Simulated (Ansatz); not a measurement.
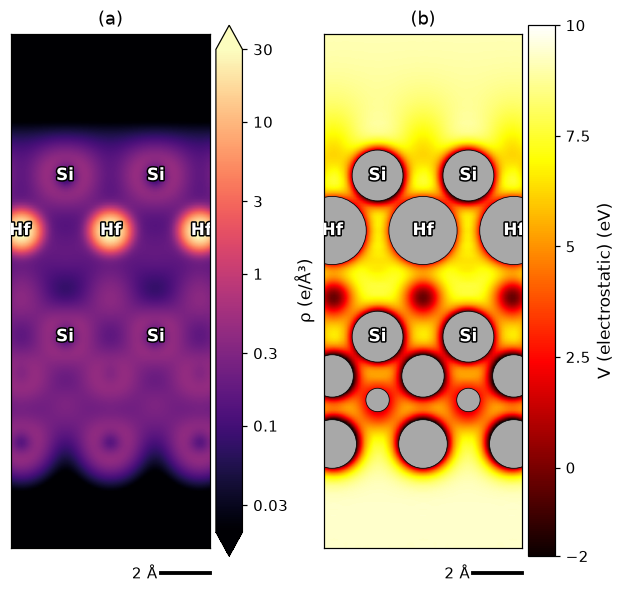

HfSi$_{2}$ (slab). (a) valence charge density (pseudo); (b) electrostatic potential energy of an electron on the (010) plane of the calculation cell, a cut from vacuum to vacuum. Grey discs cover the atomic cores in the potential map.

Built by placing these elements on a known structure type.

All numbers below come from DFT PBE, scalar-relativistic, plane waves, PAW (Ansatz 0.2.0).

In a PAW calculation such maps are meaningful between the atoms, not at the nuclei.

```
CELL_PARAMETERS angstrom
3.68264 0.00000 0.00000
-1.84132 8.16253 0.00000
0.00000 0.00000 27.72655
ATOMIC_POSITIONS crystal
Si 0.89792 0.79574 0.27789
Si 0.10707 0.21410 0.30158
Si 0.32836 0.65661 0.31855
Hf 0.49587 0.99170 0.34225
Hf 0.71035 0.42056 0.34934
Si 0.88144 0.76285 0.37739
Si 0.09095 0.18183 0.38654
Si 0.22658 0.45311 0.42050
Si 0.43131 0.86259 0.43482
Hf 0.59657 0.19313 0.45859
Hf 0.81541 0.63073 0.47041
Si 0.98152 0.96303 0.49461
Si 0.18991 0.37984 0.50434
Si 0.32604 0.65209 0.54112
Si 0.53088 0.06180 0.55248
Hf 0.69869 0.39745 0.57467
Hf 0.91628 0.83262 0.59002
Si 0.08372 0.16742 0.60881
Si 0.28444 0.56900 0.62444
Si 0.41204 0.82421 0.67047
Si 0.63298 0.26600 0.66938
Hf 0.79230 0.58475 0.69204
Hf 0.01960 0.03936 0.69672
Si 0.17641 0.35275 0.72626
```

### Interpret the plot.

The section cuts through Si and Hf sites. Atoms just off the plane (Si, 0.3 Å away) can leave unmarked features too. The density dies away to nearly zero in the vacuum. Outside the cores the potential energy rises away from the atoms and is highest in the vacuum; its zero is arbitrary.
